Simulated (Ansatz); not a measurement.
# SnO$_{2}$: geometry relaxation (part 2 of 2)

SnO$_{2}$ (P-1, 12 atoms in the cell); DFT LDA, scalar-relativistic, plane waves, PAW, no spin polarisation (Ansatz 0.2.0); cutoff 420 eV, 6×6×6 k-mesh, Gaussian smearing of 0.02 eV. The structure derives from a Materials Project entry. It belongs to a series of runs on one base structure; here: shear of c along a, cell held, atoms relaxed: +2.0 %.

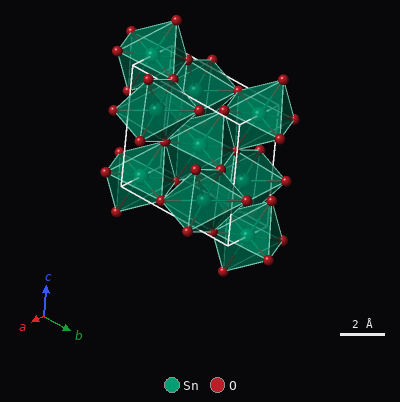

Fig. 1: The geometry at step 2 of the log (polyhedral view of the cell of the calculation, seen slightly off an axis; polyhedra are completed across the faces of the cell).

**Output, continued**
```
  k-point 1: bands = ["-11.7395", "-11.5353", "-11.5265", "-11.0775", "-11.0139", "-10.9612", "-10.8039", "-10.7716", "-10.7081", "-10.6143", "-10.5848", "-10.5590", "-10.5587", "-10.5018", "-10.4855", "-10.4753", "-10.4721", "-10.4669", "-10.4502", "-10.4498", "-9.4897", "-7.7007", "-7.5780", "-7.5644", "-7.4771", "-6.2632", "-6.1148", "-5.8412", "1.0096", "1.2563", "1.3311", "4.2557", "4.3102", "4.7783", "5.0861", "5.3272", "5.5863", "6.1349", "6.4371", "6.5402", "6.6997", "7.3413", "7.5191", "7.6560", "7.7892", "8.1675", "8.2046", "8.2554", "8.3585", "8.3994", "8.4796", "9.1277", "11.2087", "14.1071", "14.1399", "15.3337", "15.8008", "15.8487", "17.7991", "18.1406", "18.9024", "19.7583", "19.9921", "20.1779"]
  k-point 2: bands = ["-11.6039", "-11.5148", "-11.4067", "-11.1632", "-11.0818", "-10.9908", "-10.8608", "-10.8588", "-10.6675", "-10.6078", "-10.5739", "-10.5479", "-10.5431", "-10.5415", "-10.5042", "-10.5030", "-10.4981", "-10.4769", "-10.4756", "-10.4699", "-9.2102", "-8.1624", "-7.5138", "-7.3458", "-7.2701", "-6.5306", "-6.0995", "-5.9819", "1.2915", "1.6348", "2.0825", "4.0569", "4.6160", "4.8258", "4.8958", "5.3036", "5.3444", "5.6470", "6.0916", "6.2400", "6.5252", "6.9215", "7.1594", "7.6516", "7.8214", "7.9462", "8.0778", "8.1793", "8.3671", "8.4600", "8.5140", "8.9136", "12.5491", "14.2649", "14.7386", "15.4527", "16.7221", "16.7942", "17.6891", "18.3990", "18.4412", "18.9212", "19.8415", "20.1302"]
  k-point 111: bands = ["-11.5675", "-11.5656", "-11.4987", "-11.4947", "-11.0317", "-11.0071", "-10.7315", "-10.7161", "-10.6881", "-10.6825", "-10.5878", "-10.5625", "-10.5218", "-10.5081", "-10.4903", "-10.4773", "-10.4664", "-10.4612", "-10.4379", "-10.4335", "-7.8068", "-7.7904", "-7.7318", "-7.7206", "-7.7129", "-7.6705", "-6.0801", "-6.0186", "1.8477", "1.8484", "3.6202", "3.7252", "4.8052", "4.9091", "5.1853", "5.1972", "5.3690", "5.4127", "6.1086", "6.2455", "6.5012", "6.5513", "7.1764", "7.1994", "7.4997", "7.5477", "7.8819", "7.9005", "7.9558", "8.0157", "8.2575", "8.3504", "13.9844", "14.0305", "15.2919", "15.3003", "16.6275", "16.6384", "18.7201", "18.7855", "19.7643", "19.8250", "19.9344", "19.9526"]
--- Relaxed structure (3 steps of the walk, 3 accepted, 0 SCFs on fresh bases) ---
  F+E_penalty+E_count = -27960.70586251 eV   max|allowed force component| = 4.090e-3 eV/Å
  atoms:
    - { symbol: Sn, position: [0.9999968747595243, 0.24999688527499705, 0.7499999320642065] }
    - { symbol: Sn, position: [3.1252404759651853e-6, 0.750003114725003, 0.25000006793579366] }
    - { symbol: Sn, position: [0.5000000000000001, 0.5, 0.5] }
    - { symbol: Sn, position: [0.5, 0.0, 0.0] }
    - { symbol: O, position: [0.19321532827935264, 0.19325647406450386, 0.498179665152804] }
    - { symbol: O, position: [0.69342571446587, 0.7490113963553267, 0.9442569874167002] }
    - { symbol: O, position: [0.1932153193385639, 0.6932519510873135, 0.9981752149883034] }
    - { symbol: O, position: [0.3065761050300085, 0.7509903557951279, 0.5557430923223989] }
    - { symbol: O, position: [0.6934238949699916, 0.24900964420487215, 0.4442569076776012] }
    - { symbol: O, position: [0.3065742855341303, 0.2509886036446734, 0.055743012583299986] }
    - { symbol: O, position: [0.8067846806614363, 0.30674804891268664, 0.0018247850116969166] }
    - { symbol: O, position: [0.8067846717206475, 0.8067435259354963, 0.5018203348471961] }
```

**Trajectory as extended XYZ (Å, eV, eV/Å), 3 frames, from step=1 to step=3**
```
12
Lattice="-3.1904 3.3392 3.3392 3.1904 -3.3392 3.3392 3.1388 3.3933 -3.2852" Properties=species:S:1:pos:R:3:forces:R:3 step=1 energy=-27960.70547
Sn   -0.0387    5.0494    1.7101    0.0000   0.0000   0.0004
Sn    3.1775   -1.6561    1.6832    0.0000   0.0000  -0.0004
Sn    1.5694    1.6966    1.6966    0.0000   0.0000   0.0000
Sn   -1.5952    1.6696    1.6696    0.0000   0.0000   0.0000
O     1.5667    1.6944   -0.3467   -0.0360  -0.0046   0.0088
O     3.1414    3.0172    1.7186   -0.0039   0.0326  -0.0043
O     4.7312    1.7215   -0.3197   -0.0358  -0.0046   0.0088
O     3.1620    0.4031    1.7019    0.0039  -0.0326   0.0043
O    -0.0232    2.9901    1.6914   -0.0039   0.0326  -0.0043
O    -0.0026    0.3761    1.6747    0.0039  -0.0326   0.0043
O    -1.5924    1.6718    3.7130    0.0358   0.0046  -0.0088
O     1.5720    1.6988    3.7400    0.0360   0.0046  -0.0088
12
Lattice="-3.1904 3.3392 3.3392 3.1904 -3.3392 3.3392 3.1388 3.3933 -3.2852" Properties=species:S:1:pos:R:3:forces:R:3 step=2 energy=-27960.70575
Sn   -0.0387    5.0494    1.7101    0.0000   0.0000   0.0003
Sn    3.1775   -1.6561    1.6832    0.0000   0.0000  -0.0003
Sn    1.5694    1.6966    1.6966    0.0000   0.0000   0.0000
Sn   -1.5952    1.6696    1.6696    0.0000   0.0000   0.0000
O     1.5652    1.6933   -0.3465   -0.0161  -0.0040   0.0061
O     3.1413    3.0182    1.7174   -0.0015   0.0071  -0.0034
O     4.7297    1.7203   -0.3194   -0.0161  -0.0040   0.0061
O     3.1621    0.4021    1.7031    0.0015  -0.0071   0.0033
O    -0.0233    2.9911    1.6902   -0.0015   0.0071  -0.0033
O    -0.0025    0.3751    1.6759    0.0015  -0.0071   0.0034
O    -1.5910    1.6730    3.7127    0.0161   0.0040  -0.0061
O     1.5735    1.7000    3.7398    0.0161   0.0040  -0.0061
12
Lattice="-3.1904 3.3392 3.3392 3.1904 -3.3392 3.3392 3.1388 3.3933 -3.2852" Properties=species:S:1:pos:R:3:forces:R:3 step=3 energy=-27960.70586
Sn   -0.0387    5.0494    1.7101    0.0000   0.0000   0.0001
Sn    3.1775   -1.6561    1.6831    0.0000   0.0000  -0.0001
Sn    1.5694    1.6966    1.6966    0.0000   0.0000   0.0000
Sn   -1.5952    1.6696    1.6696    0.0000   0.0000   0.0000
O     1.5638    1.6903   -0.3461    0.0026  -0.0017  -0.0041
O     3.1411    3.0185    1.7146    0.0003   0.0004  -0.0020
O     4.7284    1.7174   -0.3191    0.0027  -0.0017  -0.0041
O     3.1622    0.4018    1.7057   -0.0003  -0.0004   0.0021
O    -0.0234    2.9915    1.6875    0.0003   0.0004  -0.0021
O    -0.0024    0.3748    1.6787   -0.0003  -0.0004   0.0020
O    -1.5896    1.6759    3.7123   -0.0027   0.0017   0.0041
O     1.5750    1.7030    3.7394   -0.0026   0.0017   0.0041
```

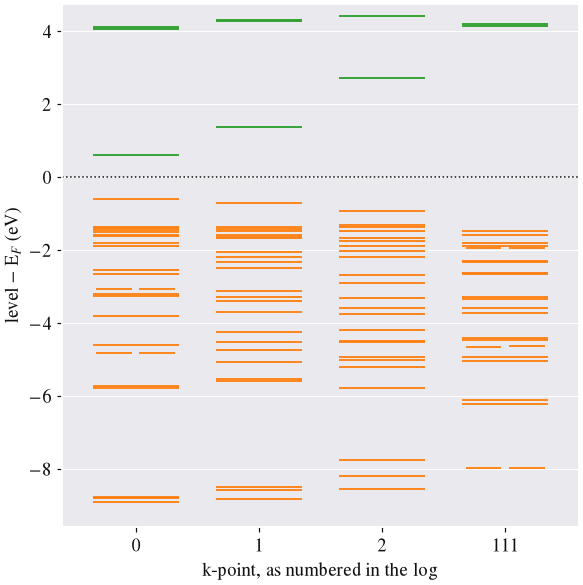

Fig. 2: Kohn–Sham levels near the Fermi level (dotted) at the few k-points that the log prints; levels within 0.02 eV of each other stand side by side. Among these points the highest filled and lowest empty levels are 1.19 eV apart, which is the gap on the mesh.

The run was set up as follows.

**The input**
```yaml
crystal:
  lattice:
    - [-3.190424003, 3.3392222528, 3.339222605]
    - [3.190424003, -3.3392222528, 3.339222605]
    - [3.1387693704, 3.3932860068, -3.2851588452]
  atoms:
    - { symbol: Sn, position: [0.9999851733, 0.2499851263, 0.7499999686] }
    - { symbol: Sn, position: [1.48267e-05, 0.7500148737, 0.2500000314] }
    - { symbol: Sn, position: [0.5, 0.5, 0.5] }
    - { symbol: Sn, position: [0.5, 0.0, 0.0] }
    - { symbol: O, position: [0.193719068, 0.1936209396, 0.4992559875] }
    - { symbol: O, position: [0.6938288444, 0.7496542571, 0.9440980782] }
    - { symbol: O, position: [0.193719134, 0.6936005303, 0.9992356188] }
    - { symbol: O, position: [0.306194879, 0.7503693829, 0.5559019148] }
    - { symbol: O, position: [0.693805121, 0.2496306171, 0.4440980852] }
    - { symbol: O, position: [0.3061711556, 0.2503457429, 0.0559019218] }
    - { symbol: O, position: [0.806280866, 0.3063994697, 0.0007643812] }
    - { symbol: O, position: [0.806280932, 0.8063790604, 0.5007440125] }
basis:
  ecutwfc: 420
kpoints:
  mp_grid: { grid: [6, 6, 6] }
hamiltonian:
  xc: lda
scf:
  occupations: { method: gaussian, width: 0.02 }
output:
  forces: true
  stress: true
  eigenvalues: true
relax:
  adjacent_minimum: "off"
  f_tol: 0.008
  max_steps: 40
```

Launched with:
```bash
ansatz run input.yaml --threads 2 --pin off --max-ram 5120MiB --backend cpu --events-out ev --progress --plain --runs-dir out
```

**Results in brief**

```json
{"quantity": "outcome", "value": "converged"}
{"quantity": "space group (tolerance 0.01 Å)", "value": "P-1 (2)"}
{"quantity": "electrons treated", "value": "104"}
{"quantity": "free energy", "value": "−27960.7059 eV"}
{"quantity": "Fermi energy", "value": "9.840 eV"}
{"quantity": "gap on the k-point mesh", "value": "1.19 eV"}
{"quantity": "pressure", "value": "0.44 GPa"}
{"quantity": "final volume", "value": "142.30 Å³"}
{"quantity": "largest force (length of the vector) at the end", "value": "0.005 eV/Å"}
{"quantity": "final cell", "value": "a = 5.699 Å, b = 5.699 Å, c = 5.671 Å, α = 112.34°, β = 107.38°, γ = 108.26°"}
{"quantity": "hardware", "value": "2 threads of Intel Xeon (Granite Rapids), 32 GiB of memory available, shared host"}
{"quantity": "wall time", "value": "49 s (CPU time 98 s)"}
{"quantity": "peak memory", "value": "0.97 GiB"}
```

Warnings of the run: the SCF threshold is looser than advised for the printed stress.
